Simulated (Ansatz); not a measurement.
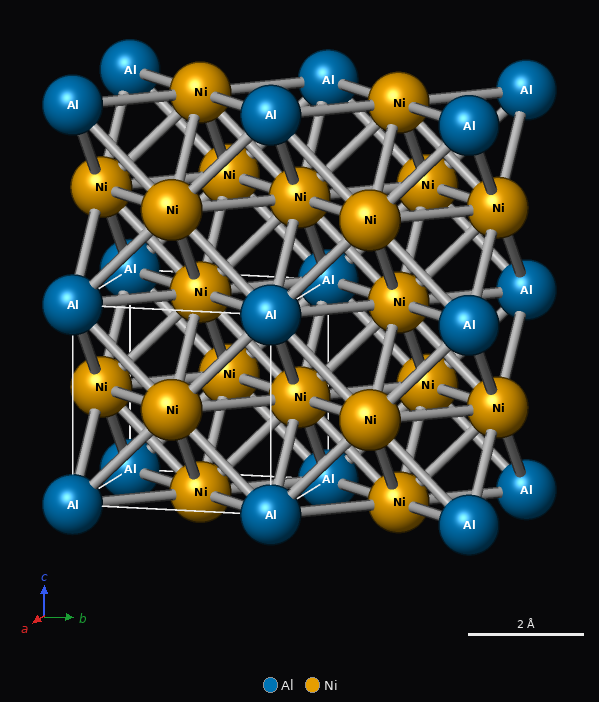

**Figure 1.** The structure as given in the input (ball-and-stick view of the cell of the calculation, repeated 1 × 2 × 2, seen slightly off an axis). Near neighbours in the crystal (not all of them lie inside the picture): Al has 12 Ni at 2.53 to 2.55 Å; Ni has 4 Al at 2.53 to 2.55 Å and 8 Ni at 2.53 to 2.55 Å.

Geometry relaxation of AlNi3 (part 1 of 2)

System: AlNi3 (P4/mmm, 4 atoms in the cell).
Method: DFT PBE, scalar-relativistic, plane waves, PAW, spin-polarised (Ansatz 0.2.0).

The structure derives from a Materials Project entry. It belongs to a series of runs on one base structure; here: biaxial strain in the a-b plane, c and atoms relaxed: +1.0 %.

### Input
```yaml
crystal:
  lattice:
    - [3.6023456716, 0.0, 0.0]
    - [0.0, 3.6023456716, 0.0]
    - [0.0, 0.0, 3.5452788095]
  atoms:
    - { symbol: Al, position: [0.0, 0.0, 0.0] }
    - { symbol: Ni, position: [0.0, 0.5, 0.5], spin: 0.3 }
    - { symbol: Ni, position: [0.5, 0.0, 0.5], spin: 0.3 }
    - { symbol: Ni, position: [0.5, 0.5, 0.0], spin: 0.3 }
basis:
  ecutwfc: 420
kpoints:
  mp_grid: { grid: [14, 14, 14] }
hamiltonian:
  xc: pbe
scf:
  occupations: { method: gaussian, width: 0.1 }
output:
  forces: true
  stress: true
  eigenvalues: true
  populations: true
  write_density: true
  write_potential: true
  elf: true
  volumetric_format: npy
magnetization:
  spin_polarized: true
relax:
  adjacent_minimum: "off"
  f_tol: 0.008
  max_steps: 40
  cell: { stress_tol: 0.015, fix: [a, b, gamma] }
```

Run as:
```bash
ansatz run input.yaml --threads 1 --pin off --max-ram 2560MiB --backend cpu --events-out ev --progress --plain --runs-dir out
```

### Output
```
Engine: ansatz 0.2.0, x86_64-unknown-linux-gnu
Pseudopotentials: kind: paw
Pseudopotential: Al, paw, valence charge 3, recommended cutoff 420 eV (normal), Al.paw.azcp
Pseudopotential: Ni, paw, valence charge 18, recommended cutoff 420 eV (normal), Ni.paw.azcp
Functional definition: PBE
  parameter kappa = 0.804
  parameter beta = 0.06672455060314922
  exchange = pbe_x(kappa = kappa, mu = beta*pi^2/3)
  correlation = pbe_c(beta = beta)
Crystal: 4 atoms, lattice volume = 46.007 Å³
Basis set: ecut = 420 eV, 907 PW (Γ), exchange–correlation on 50×50×48 points (8 copies of the dense FFT grid, shifted against one another)
Bands: 35, of which v1, the nominal top of the filled ones, is band 29 counted from 1 (28 counted from 0)
Symmetry: 16 space group operations
Space group: P4/mmm (ITA 123), of the structure as read, at distance tolerance 3.6e-5 Å
Magnetic group: BNS 123.339 (UNI 999), of the structure as read, at distance tolerance 3.6e-5 Å
k-points: 288 of 2744
Non-local potential: Al, projectors of the file, l = 0: 2, l = 1: 2, l = 2: 1
Non-local potential: Ni, projectors of the file, l = 0: 3, l = 1: 2, l = 2: 3, l = 3: 1
PAW form: soft (Blöchl's): semilocal exchange-correlation on the pseudo side does not see the compensation charge
PAW one-centre angular grid: Al, 110 points (default); XC on 64 Gauss nodes
PAW one-centre angular grid: Ni, 590 points (default); XC on 64 Gauss nodes
Initial density: superposition of atomic densities (chi_scale 0.1, normalization cell)
Starting moments: Σ|m| = 0.9 μB on 3 of 4 sites
Initial wavefunctions: pseudopotential atomic-orbital guess
Functional: x = pbe(κ = 0.804, μ = 0.2195149727645171), c = pbe(β = 0.06672455060314922)
iter 1 solved again at ethr=2.49e-3 eV; its pass at ethr=3.10e-3 eV (dr2=1.42e0 eV) is discarded
SCF iter   1: F=—  HF=-18055.418615 eV  |F-HF|=—  |Δ(HF+E_count)|=         —  Δρ=4.50e-2 (↑3.17e-2 ↓4.50e-2)  dr2=1.42e0  dr2_m=2.50e-2  M=0.806 μB ∫|m|=0.946 μB  β_m=0.30  ethr=2.49e-3  ⟨swp⟩=1.0  Hψ=91259  notcnv=0
Mixer restart at iter 1: flushing history
preconditioner: auto → Kerker (q_TF=auto, 2.827 Å⁻¹)  [metal: Δε(μ)=0.000 eV  Ē_g=6.850 eV  σ=0.100 eV  W_gap=0.00  n_scr=18 (ndim 8)  ℏωp=31.4 eV  f_vac=0.000  D(μ)=3.73/eV (n_scr^D=32)]
spin=Collinear: Kerker preconditioning applied to the charge; magnetization (m = ρ↑ − ρ↓) channel mixes plain (no charge-response kernel on spin).
SCF iter   2: F=—  HF=-18055.294011 eV  |F-HF|=—  |Δ(HF+E_count)|=   1.25e-1  Δρ=2.19e-2 (↑2.19e-2 ↓1.93e-2)  dr2=4.21e-1  dr2_m=2.39e-2  M=0.856 μB ∫|m|=0.989 μB  β_m=0.29  ethr=2.49e-3  ⟨swp⟩=2.0  Hψ=31419  notcnv=0
SCF iter   3: F=—  HF=-18056.260912 eV  |F-HF|=—  |Δ(HF+E_count)|=   9.67e-1  Δρ=1.92e-2 (↑1.92e-2 ↓1.58e-2)  dr2=3.97e-1  dr2_m=1.70e-2  M=0.855 μB ∫|m|=1.002 μB  β_m=0.38  ethr=7.39e-4  ⟨swp⟩=2.0  Hψ=27459  notcnv=0  defer=790
SCF iter   4: F=—  HF=-18057.672226 eV  |F-HF|=—  |Δ(HF+E_count)|=    1.41e0  Δρ=1.68e-2 (↑1.68e-2 ↓1.42e-2)  dr2=4.20e-1  dr2_m=3.92e-3  M=0.828 μB ∫|m|=1.004 μB  β_m=0.41  ethr=6.97e-4  ⟨swp⟩=2.4  Hψ=30323  notcnv=0  defer=792
SCF iter   5: F=—  HF=-18058.217249 eV  |F-HF|=—  |Δ(HF+E_count)|=   5.45e-1  Δρ=6.10e-3 (↑4.28e-3 ↓6.10e-3)  dr2=5.84e-2  dr2_m=1.55e-3  M=0.805 μB ∫|m|=0.993 μB  β_m=0.79  ethr=6.97e-4  ⟨swp⟩=2.5  Hψ=33981  notcnv=0  defer=784
SCF iter   6: F=—  HF=-18058.387890 eV  |F-HF|=—  |Δ(HF+E_count)|=         —  Δρ=7.17e-3 (↑7.17e-3 ↓3.45e-3)  dr2=2.56e-2  dr2_m=2.75e-3  M=0.743 μB ∫|m|=0.953 μB  β_m=0.79  ethr=1.02e-4  ⟨swp⟩=2.5  Hψ=34493  notcnv=0  defer=787
Mixer restart at iter 6: flushing history
SCF iter   7: F=—  HF=-18058.403687 eV  |F-HF|=—  |Δ(HF+E_count)|=   1.58e-2  Δρ=7.22e-3 (↑5.20e-3 ↓7.22e-3)  dr2=4.02e-2  dr2_m=6.73e-4  M=0.732 μB ∫|m|=0.937 μB  β_m=0.59  ethr=4.50e-5  ⟨swp⟩=2.0  Hψ=43642  notcnv=0  defer=787
SCF iter   8: F=—  HF=-18058.392139 eV  |F-HF|=—  |Δ(HF+E_count)|=   1.15e-2  Δρ=2.50e-3 (↑2.50e-3 ↓1.81e-3)  dr2=5.02e-3  dr2_m=1.82e-4  M=0.742 μB ∫|m|=0.947 μB  β_m=0.61  ethr=4.50e-5  ⟨swp⟩=2.0  Hψ=38435  notcnv=0  defer=782
SCF iter   9: F=—  HF=-18058.392512 eV  |F-HF|=—  |Δ(HF+E_count)|=   3.73e-4  Δρ=1.06e-3 (↑1.03e-3 ↓1.06e-3)  dr2=1.30e-3  dr2_m=1.63e-6  M=0.744 μB ∫|m|=0.947 μB  β_m=0.48  ethr=8.81e-6  ⟨swp⟩=2.0  Hψ=26432  notcnv=0  defer=785
SCF iter  10: F=—  HF=-18058.392394 eV  |F-HF|=—  |Δ(HF+E_count)|=   1.18e-4  Δρ=2.14e-4 (↑2.10e-4 ↓2.14e-4)  dr2=4.13e-5  dr2_m=2.83e-6  M=0.742 μB ∫|m|=0.945 μB  β_m=0.64  ethr=2.28e-6  ⟨swp⟩=2.0  Hψ=27899  notcnv=0  defer=787
SCF iter  11: F=—  HF=-18058.392424 eV  |F-HF|=—  |Δ(HF+E_count)|=   3.04e-5  Δρ=1.37e-4 (↑9.20e-5 ↓1.37e-4)  dr2=1.10e-5  dr2_m=3.34e-7  M=0.742 μB ∫|m|=0.944 μB  β_m=0.82  ethr=7.25e-8  ⟨swp⟩=2.0  Hψ=28723  notcnv=0  defer=787
SCF iter  12: F=—  HF=-18058.392422 eV  |F-HF|=—  |Δ(HF+E_count)|=   2.09e-6  Δρ=2.32e-5 (↑1.64e-5 ↓2.32e-5)  dr2=5.90e-7  dr2_m=1.44e-8  M=0.742 μB ∫|m|=0.944 μB  β_m=0.91  ethr=1.94e-8  ⟨swp⟩=2.3  Hψ=29752  notcnv=0  defer=787
SCF iter  13: F=—  HF=-18058.392422 eV  |F-HF|=—  |Δ(HF+E_count)|=   1.96e-7  Δρ=8.59e-6 (↑5.14e-6 ↓8.59e-6)  dr2=7.62e-8  dr2_m=2.11e-9  M=0.742 μB ∫|m|=0.944 μB  β_m=0.96  ethr=1.03e-9  ⟨swp⟩=2.3  Hψ=25466  notcnv=0  defer=787
SCF iter  14: F=—  HF=-18058.392422 eV  |F-HF|=—  |Δ(HF+E_count)|=   1.30e-8  Δρ=3.40e-6 (↑2.66e-6 ↓3.40e-6)  dr2=1.44e-8  dr2_m=8.26e-11  M=0.742 μB ∫|m|=0.944 μB  β_m=0.91  ethr=1.34e-10  ⟨swp⟩=2.3  Hψ=27589  notcnv=0  defer=787
SCF iter  15: F=-18058.392422 eV  HF=-18058.392422 eV  |F-HF|=4.26e-8  |Δ(HF+E_count)|=  3.31e-10  Δρ=6.91e-6 (↑4.16e-6 ↓6.91e-6)  dr2=4.62e-8  dr2_m=8.36e-10  M=0.742 μB ∫|m|=0.944 μB  ethr=2.52e-11  ⟨swp⟩=10.4  Hψ=122376  notcnv=0
SCF 1 converged in 15 iterations: F = -18058.392422 eV  dr2 = 4.62e-8
  greatest PAW one-centre occupation: 1.001 electrons in one spin orbital (limit 2), on the Ni atom at site 1 (counted from 0), in its partial waves of l = 1
relax step   1: F+E_penalty+E_count = -18058.39242185 eV  Δ(F+E_penalty+E_count) = +0.000e0 eV  max|allowed force component| = 5.749e-29 eV/Å  Δτ_max = 0.0000 Å  P = -2.429 GPa  Ω = 46.007 Å³  fix = [a, b, gamma]  reactions: a -2.901, b -2.901 GPa  (15 SCF iters, dr2 threshold 1.00e-7 eV, accepted)
Crystal: 4 atoms, lattice volume = 45.880 Å³
Initial density: handed on by an earlier stage of this run
Starting moments: Σ|m| = 0.9 μB on 3 of 4 sites; this step starts from the density that it was given
Initial wavefunctions: those handed on with the density
iter 1 solved again at ethr=3.29e-7 eV; its pass at ethr=3.10e-3 eV (dr2=1.88e-4 eV) is discarded
SCF iter   1: F=—  HF=-18058.393421 eV  |F-HF|=—  |Δ(HF+E_count)|=         —  Δρ=4.13e-4 (↑3.88e-4 ↓4.13e-4)  dr2=1.75e-4  dr2_m=2.11e-6  M=0.743 μB ∫|m|=0.943 μB  β_m=0.65  ethr=3.29e-7  ⟨swp⟩=2.0  Hψ=85612  notcnv=0
preconditioner: auto → none  [metal: Δε(μ)=0.002 eV  Ē_g=7.282 eV  σ=0.100 eV  W_gap=0.01  n_scr=6 (ndim 8)  ℏωp=31.5 eV  f_vac=0.000  D(μ)=3.28/eV (n_scr^D=32)]
SCF iter   2: F=—  HF=-18058.393484 eV  |F-HF|=—  |Δ(HF+E_count)|=   6.33e-5  Δρ=7.36e-4 (↑6.35e-4 ↓7.36e-4)  dr2=5.06e-4  dr2_m=1.71e-6  M=0.742 μB ∫|m|=0.942 μB  β_m=0.26  ethr=3.07e-7  ⟨swp⟩=2.0  Hψ=36710  notcnv=0  recentre
SCF iter   3: F=—  HF=-18058.393361 eV  |F-HF|=—  |Δ(HF+E_count)|=   1.23e-4  Δρ=8.15e-5 (↑7.45e-5 ↓8.15e-5)  dr2=2.36e-6  dr2_m=1.11e-6  M=0.742 μB ∫|m|=0.943 μB  β_m=0.54  ethr=3.07e-7  ⟨swp⟩=2.3  Hψ=34378  notcnv=0
SCF iter   4: F=—  HF=-18058.393378 eV  |F-HF|=—  |Δ(HF+E_count)|=   1.71e-5  Δρ=8.12e-5 (↑4.26e-5 ↓8.12e-5)  dr2=3.95e-6  dr2_m=4.81e-7  M=0.742 μB ∫|m|=0.942 μB  β_m=0.77  ethr=4.14e-9  ⟨swp⟩=2.0  Hψ=34616  notcnv=0
SCF iter   5: F=—  HF=-18058.393385 eV  |F-HF|=—  |Δ(HF+E_count)|=   6.68e-6  Δρ=1.11e-4 (↑7.32e-5 ↓1.11e-4)  dr2=1.01e-5  dr2_m=3.19e-7  M=0.741 μB ∫|m|=0.942 μB  β_m=0.57  ethr=4.14e-9  ⟨swp⟩=2.0  Hψ=35629  notcnv=0  recentre
SCF iter   6: F=—  HF=-18058.393387 eV  |F-HF|=—  |Δ(HF+E_count)|=   1.98e-6  Δρ=3.20e-5 (↑1.21e-5 ↓3.20e-5)  dr2=2.08e-7  dr2_m=1.61e-7  M=0.741 μB ∫|m|=0.941 μB  β_m=0.68  ethr=4.14e-9  ⟨swp⟩=2.0  Hψ=35415  notcnv=0
SCF iter   7: F=—  HF=-18058.393388 eV  |F-HF|=—  |Δ(HF+E_count)|=   1.30e-6  Δρ=1.43e-5 (↑1.43e-5 ↓4.42e-6)  dr2=9.34e-8  dr2_m=1.31e-8  M=0.740 μB ∫|m|=0.941 μB  β_m=0.80  ethr=3.64e-10  ⟨swp⟩=2.2  Hψ=37277  notcnv=0
SCF iter   8: F=-18058.393388 eV  HF=-18058.393388 eV  |F-HF|=2.60e-7  |Δ(HF+E_count)|=   9.31e-8  Δρ=1.73e-5 (↑1.25e-5 ↓1.73e-5)  dr2=2.98e-7  dr2_m=2.81e-9  M=0.741 μB ∫|m|=0.941 μB  ethr=1.64e-10  ⟨swp⟩=5.5  Hψ=115243  notcnv=0
SCF 2 converged in 8 iterations: F = -18058.393388 eV  dr2 = 2.98e-7
  greatest PAW one-centre occupation: 1.001 electrons in one spin orbital (limit 2), on the Ni atom at site 2 (counted from 0), in its partial waves of l = 1
relax step   2: F+E_penalty+E_count = -18058.39338796 eV  Δ(F+E_penalty+E_count) = -9.661e-4 eV  max|allowed force component| = 5.483e-29 eV/Å  Δτ_max = 0.0000 Å  P = -1.955 GPa  Ω = 45.880 Å³  energy of the carried Pulay correction = +4.431e-5 eV  fix = [a, b, gamma]  reactions: a -2.508, b -2.508 GPa  (8 SCF iters, dr2 threshold 4.00e-7 eV, accepted)
Crystal: 4 atoms, lattice volume = 45.711 Å³
iter 1 solved again at ethr=6.22e-7 eV; its pass at ethr=3.10e-3 eV (dr2=3.55e-4 eV) is discarded
SCF iter   1: F=—  HF=-18058.393945 eV  |F-HF|=—  |Δ(HF+E_count)|=         —  Δρ=5.47e-4 (↑5.35e-4 ↓5.47e-4)  dr2=3.20e-4  dr2_m=3.31e-6  M=0.741 μB ∫|m|=0.940 μB  β_m=0.65  ethr=6.22e-7  ⟨swp⟩=2.0  Hψ=87304  notcnv=0
preconditioner: auto → none  [metal: Δε(μ)=0.002 eV  Ē_g=7.306 eV  σ=0.100 eV  W_gap=0.01  n_scr=6 (ndim 8)  ℏωp=31.6 eV  f_vac=0.000  D(μ)=3.29/eV (n_scr^D=32)]
SCF iter   2: F=—  HF=-18058.394062 eV  |F-HF|=—  |Δ(HF+E_count)|=   1.17e-4  Δρ=1.00e-3 (↑8.55e-4 ↓1.00e-3)  dr2=9.26e-4  dr2_m=3.41e-6  M=0.739 μB ∫|m|=0.938 μB  β_m=0.26  ethr=5.62e-7  ⟨swp⟩=2.0  Hψ=36714  notcnv=0  recentre
SCF iter   3: F=—  HF=-18058.393835 eV  |F-HF|=—  |Δ(HF+E_count)|=   2.26e-4  Δρ=1.06e-4 (↑1.02e-4 ↓1.06e-4)  dr2=4.14e-6  dr2_m=1.99e-6  M=0.740 μB ∫|m|=0.939 μB  β_m=0.55  ethr=5.62e-7  ⟨swp⟩=2.3  Hψ=34157  notcnv=0
SCF iter   4: F=—  HF=-18058.393866 eV  |F-HF|=—  |Δ(HF+E_count)|=   3.07e-5  Δρ=1.09e-4 (↑5.53e-5 ↓1.09e-4)  dr2=6.84e-6  dr2_m=9.11e-7  M=0.739 μB ∫|m|=0.938 μB  β_m=0.77  ethr=7.26e-9  ⟨swp⟩=2.0  Hψ=34944  notcnv=0
SCF iter   5: F=—  HF=-18058.393878 eV  |F-HF|=—  |Δ(HF+E_count)|=   1.23e-5  Δρ=1.53e-4 (↑1.05e-4 ↓1.53e-4)  dr2=1.96e-5  dr2_m=5.96e-7  M=0.739 μB ∫|m|=0.937 μB  β_m=0.42  ethr=7.26e-9  ⟨swp⟩=2.1  Hψ=35649  notcnv=0  recentre
SCF iter   6: F=—  HF=-18058.393879 eV  |F-HF|=—  |Δ(HF+E_count)|=   3.61e-8  Δρ=4.56e-5 (↑2.20e-5 ↓4.56e-5)  dr2=3.67e-7  dr2_m=4.14e-7  M=0.739 μB ∫|m|=0.937 μB  β_m=0.62  ethr=7.26e-9  ⟨swp⟩=2.0  Hψ=35179  notcnv=0
SCF iter   7: F=—  HF=-18058.393883 eV  |F-HF|=—  |Δ(HF+E_count)|=   4.80e-6  Δρ=2.08e-5 (↑2.08e-5 ↓9.97e-6)  dr2=2.68e-7  dr2_m=1.93e-8  M=0.738 μB ∫|m|=0.936 μB  β_m=0.74  ethr=6.44e-10  ⟨swp⟩=2.9  Hψ=41240  notcnv=0
SCF iter   8: F=—  HF=-18058.393884 eV  |F-HF|=—  |Δ(HF+E_count)|=   2.81e-7  Δρ=8.58e-6 (↑8.58e-6 ↓5.90e-6)  dr2=6.30e-8  dr2_m=1.11e-9  M=0.738 μB ∫|m|=0.936 μB  β_m=0.72  ethr=4.71e-10  ⟨swp⟩=2.0  Hψ=29292  notcnv=0
SCF iter   9: F=-18058.393884 eV  HF=-18058.393884 eV  |F-HF|=1.39e-7  |Δ(HF+E_count)|=   7.09e-8  Δρ=1.30e-5 (↑8.29e-6 ↓1.30e-5)  dr2=1.56e-7  dr2_m=2.55e-9  M=0.738 μB ∫|m|=0.936 μB  ethr=1.11e-10  ⟨swp⟩=5.8  Hψ=117666  notcnv=0
SCF 3 converged in 9 iterations: F = -18058.393884 eV  dr2 = 1.56e-7
relax step   3: F+E_penalty+E_count = -18058.39388353 eV  Δ(F+E_penalty+E_count) = -4.956e-4 eV  max|allowed force component| = 4.220e-29 eV/Å  Δτ_max = 0.0000 Å  P = -1.307 GPa  Ω = 45.711 Å³  energy of the carried Pulay correction = +1.034e-4 eV  fix = [a, b, gamma]  reactions: a -1.968, b -1.968 GPa  (9 SCF iters, dr2 threshold 4.00e-7 eV, accepted)
Crystal: 4 atoms, lattice volume = 45.714 Å³
iter 1 solved again at ethr=1.30e-10 eV; its pass at ethr=3.10e-3 eV (dr2=7.44e-8 eV) is discarded
SCF iter   1: F=—  HF=-18058.393883 eV  |F-HF|=—  |Δ(HF+E_count)|=         —  Δρ=7.77e-6 (↑7.77e-6 ↓7.71e-6)  dr2=6.26e-8  dr2_m=1.15e-9  M=0.738 μB ∫|m|=0.936 μB  β_m=0.65  ethr=1.30e-10  ⟨swp⟩=2.2  Hψ=85482  notcnv=0
preconditioner: auto → none  [metal: Δε(μ)=0.003 eV  Ē_g=7.310 eV  σ=0.100 eV  W_gap=0.02  n_scr=6 (ndim 8)  ℏωp=31.5 eV  f_vac=0.000  D(μ)=3.30/eV (n_scr^D=32)]
SCF iter   2: F=—  HF=-18058.393883 eV  |F-HF|=—  |Δ(HF+E_count)|=   3.22e-8  Δρ=1.57e-5 (↑1.27e-5 ↓1.57e-5)  dr2=2.20e-7  dr2_m=1.24e-9  M=0.738 μB ∫|m|=0.936 μB  β_m=0.27  ethr=1.10e-10  ⟨swp⟩=2.0  Hψ=36721  notcnv=0  recentre
SCF iter   3: F=—  HF=-18058.393883 eV  |F-HF|=—  |Δ(HF+E_count)|=   4.64e-8  Δρ=2.06e-6 (↑1.59e-6 ↓2.06e-6)  dr2=1.02e-9  dr2_m=7.27e-10  M=0.738 μB ∫|m|=0.936 μB  β_m=0.61  ethr=1.10e-10  ⟨swp⟩=2.0  Hψ=33188  notcnv=0
SCF iter   4: F=—  HF=-18058.393883 eV  |F-HF|=—  |Δ(HF+E_count)|=   2.99e-8  Δρ=3.10e-6 (↑9.81e-7 ↓3.10e-6)  dr2=4.88e-9  dr2_m=5.80e-10  M=0.738 μB ∫|m|=0.936 μB  β_m=0.61  ethr=1.79e-12  ⟨swp⟩=2.0  Hψ=35853  notcnv=0
SCF iter   5: F=—  HF=-18058.393883 eV  |F-HF|=—  |Δ(HF+E_count)|=   1.51e-8  Δρ=2.62e-6 (↑2.62e-6 ↓2.47e-6)  dr2=7.44e-9  dr2_m=2.10e-10  M=0.738 μB ∫|m|=0.936 μB  β_m=0.45  ethr=1.79e-12  ⟨swp⟩=2.7  Hψ=38985  notcnv=0
SCF iter   6: F=—  HF=-18058.393883 eV  |F-HF|=—  |Δ(HF+E_count)|=  7.20e-10  Δρ=7.62e-7 (↑5.25e-7 ↓7.62e-7)  dr2=1.38e-11  dr2_m=1.67e-10  M=0.738 μB ∫|m|=0.936 μB  β_m=0.57  ethr=1.79e-12  ⟨swp⟩=2.1  Hψ=35768  notcnv=0
SCF iter   7: F=—  HF=-18058.393883 eV  |F-HF|=—  |Δ(HF+E_count)|=  1.53e-10  Δρ=5.23e-7 (↑5.23e-7 ↓2.15e-7)  dr2=1.10e-10  dr2_m=2.95e-11  M=0.738 μB ∫|m|=0.936 μB  β_m=0.79  ethr=1.00e-12  ⟨swp⟩=2.5  Hψ=36198  notcnv=0
SCF iter   8: F=—  HF=-18058.393883 eV  |F-HF|=—  |Δ(HF+E_count)|=  2.95e-10  Δρ=8.88e-7 (↑5.78e-7 ↓8.88e-7)  dr2=7.26e-10  dr2_m=1.27e-11  M=0.738 μB ∫|m|=0.936 μB  β_m=0.71  ethr=1.00e-12  ⟨swp⟩=1.1  Hψ=20240  notcnv=0
SCF iter   9: F=-18058.393883 eV  HF=-18058.393883 eV  |F-HF|=1.02e-10  |Δ(HF+E_count)|=  7.64e-11  Δρ=3.40e-7 (↑1.94e-7 ↓3.40e-7)  dr2=1.03e-10  dr2_m=2.46e-12  M=0.738 μB ∫|m|=0.936 μB  ethr=1.00e-12  ⟨swp⟩=4.0  Hψ=91660  notcnv=0
SCF 4 converged in 9 iterations: F = -18058.393883 eV  dr2 = 1.03e-10
relax step   4: F+E_penalty+E_count = -18058.39388278 eV  Δ(F+E_penalty+E_count) = +7.531e-7 eV  max|allowed force component| = 5.808e-29 eV/Å  Δτ_max = 0.0000 Å  P = -1.317 GPa  Ω = 45.714 Å³  energy of the carried Pulay correction = +1.024e-4 eV  fix = [a, b, gamma]  reactions: a -1.976, b -1.976 GPa  (9 SCF iters, dr2 threshold 5.87e-10 eV, accepted)
Initial wavefunctions: pseudopotential atomic-orbital guess (no wavefunctions were taken with the density)
iter 1 solved again at ethr=5.79e-9 eV; its pass at ethr=3.10e-3 eV (dr2=3.30e-6 eV) is discarded
```
